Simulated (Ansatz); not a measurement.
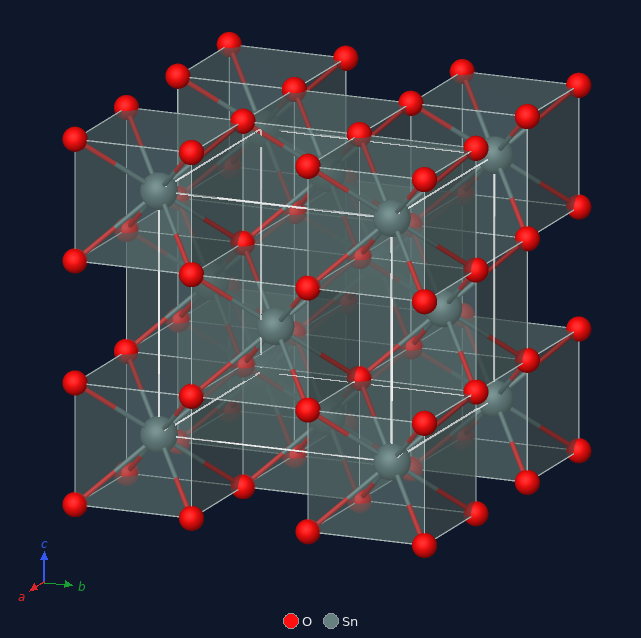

A polyhedral rendering, viewed slightly off an axis. The parallelepiped is the drawn cell (a repeat of the simulation cell). Some neighbours outside the box are added.

SnO2, a = 5.067 Å, b = 5.067 Å, c = 5.067 Å, α = 90.00°, β = 90.00°, γ = 90.85°. Strictly the space group is Immm (No. 71, within 0.01 Å). It is a distorted form of a face-centred cubic structure, space group Fm-3m (No. 225) within 0.25 Å: fluorite (CaF₂ type). Origin of the cell: a structure type filled with these elements by a generator (whether the compound takes this form wasn't checked). The cell was then strained or its atoms displaced on purpose. A calculation with Ansatz used it as input.

This one geometry was computed with Ansatz (DFT, plane waves, PAW) at three levels of theory: r2SCAN, PBE and HSE06. It was relaxed with r2SCAN and then strained.

**Which level gives the highest pressure at this volume, and what does that say about its equilibrium volume?**

Highest: PBE (9.3 GPa), which points to the largest equilibrium volume. Lowest, with the smallest volume: HSE06 (-2.7 GPa). Levels within 0.5 GPa of each other can't be told apart.

**How does the band gap change with the level of theory?**

PBE: a gap of 0.29 eV, indirect; r2SCAN: a gap of 0.84 eV, indirect; HSE06: a gap of 1.69 eV, indirect.

**Collect the results in a table.**

| level | cutoff (eV) | k-mesh of the run's cell | gap (eV) | pressure (GPa) |
| --- | --- | --- | --- | --- |
| r2SCAN | 500 | 8×8×8 | 0.84 | 0.1 |
| PBE | 420 | 8×8×8 | 0.29 | 9.3 |
| HSE06 | 420 | 6×6×6 | 1.69 | -2.7 |

Gaps are taken on the k-mesh or band path of each run.
